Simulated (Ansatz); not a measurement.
**HC18N (slab): density, localisation and related maps**

The calculation's input:

```
crystal:
  lattice:
    - [7.398, 0.0, 0.0]
    - [-3.699, 6.406856, 0.0]
    - [0.0, 0.0, 12.0]
  atoms:
    - { symbol: C, position: [0.0, 0.0, 0.08333333] }
    - { symbol: C, position: [0.22222222, 0.11111111, 0.08333333] }
    - { symbol: C, position: [0.0, 0.33333333, 0.08333333] }
    - { symbol: C, position: [0.22222222, 0.44444444, 0.08333333] }
    - { symbol: C, position: [0.0, 0.66666666, 0.08333333] }
    - { symbol: C, position: [0.22222222, 0.77777777, 0.08333333] }
    - { symbol: C, position: [0.33333333, 0.0, 0.08333333] }
    - { symbol: C, position: [0.55555556, 0.11111111, 0.08333333] }
    - { symbol: C, position: [0.33333333, 0.33333333, 0.08333333] }
    - { symbol: C, position: [0.55555555, 0.44444444, 0.08333333] }
    - { symbol: C, position: [0.33333333, 0.66666666, 0.08333333] }
    - { symbol: C, position: [0.55555555, 0.77777777, 0.08333333] }
    - { symbol: C, position: [0.66666667, 0.0, 0.08333333] }
    - { symbol: C, position: [0.88888889, 0.11111111, 0.08333333] }
    - { symbol: C, position: [0.66666667, 0.33333333, 0.08333333] }
    - { symbol: C, position: [0.88888889, 0.44444444, 0.08333333] }
    - { symbol: C, position: [0.66666666, 0.66666666, 0.08333333] }
    - { symbol: C, position: [0.88888889, 0.77777777, 0.08333333] }
    - { symbol: "N", position: [0.44444444, 0.22222222, 0.125] }
    - { symbol: H, position: [0.2962963, -0.18518518, 0.165] }
basis:
  ecutwfc: 420.0
kpoints:
  mp_grid: { grid: [2, 2, 1] }
hamiltonian:
  xc: pbesol
scf:
  occupations: { method: fermi_dirac, width: 0.02 }
  lower_state_search: "off"
relax:
  f_tol: 0.03
  max_steps: 60
  adjacent_minimum: "off"
output:
  write_density: true
  write_potential: true
  elf: true
  volumetric_format: npy
```

Run with:

```sh
ansatz run input.yaml --threads 1 --pin off --max-ram 3072MiB --backend cpu --events-out ev --progress --plain --runs-dir out
```

The fields are those of the relaxed geometry.

Theory: DFT PBEsol, scalar-relativistic, plane waves, PAW in Ansatz 0.2.0.

Core electrons are frozen (PAW), and the valence fields are smoothed inside the atomic spheres.

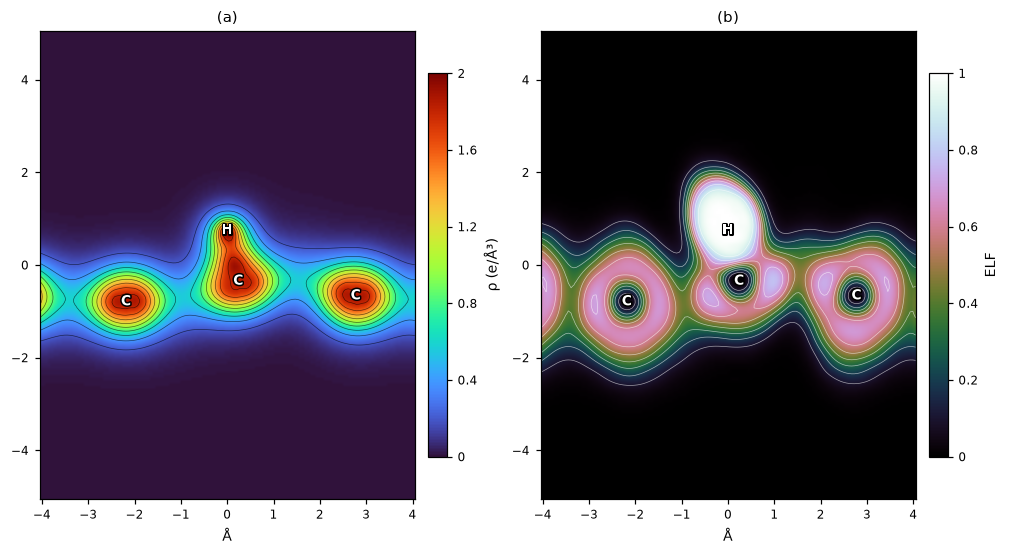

Figure 1. (a) valence pseudo-density; (b) electron localisation function on the (11̄0) plane of the calculation cell, a cut from vacuum to vacuum.

**Read the bonding off the picture.**

Atoms in the plane: C and H. Atoms just off the plane (C, 0.8 Å away) can leave unmarked features too. C–H (1.13 Å): ρ is about 1.8 e/Å³ halfway; the ELF climbs to about 1 towards the hydrogen, as it does in any bond to H: a covalent bond by its length. The density dies away to nearly zero in the vacuum.

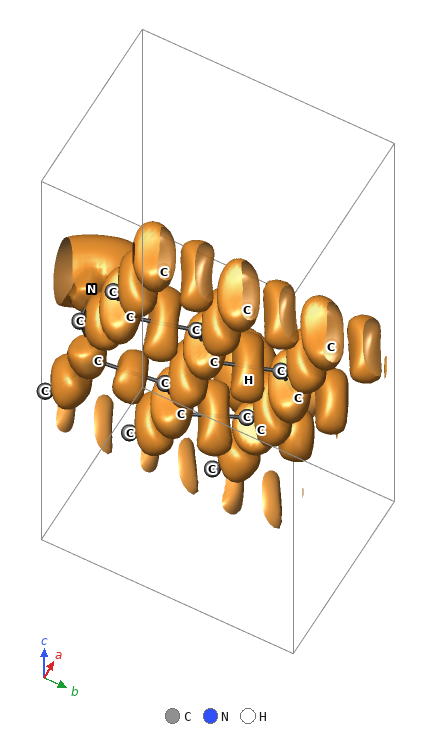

Figure 2. Isosurface of the ELF at 0.75 (orange), seen at an oblique angle. Only the valence region is drawn (cores and ρ < 0.01 e/Å³ removed). Sticks mark near contacts.

**Identify the bonds, lone pairs and shells in this picture.**

At this value the surface marks out 27 regions between bonded C–C atoms (shared pairs), one region around a hydrogen nucleus and one region on N in which the atom's valence shell and bonds are merged, counted in one cell of 20 atoms. Counts are for one cell; the picture repeats the cell along the surface. Profiles from the grid: C–C (1.40 Å): the ELF peaks at about 0.95 between the atoms (a covalent bond).
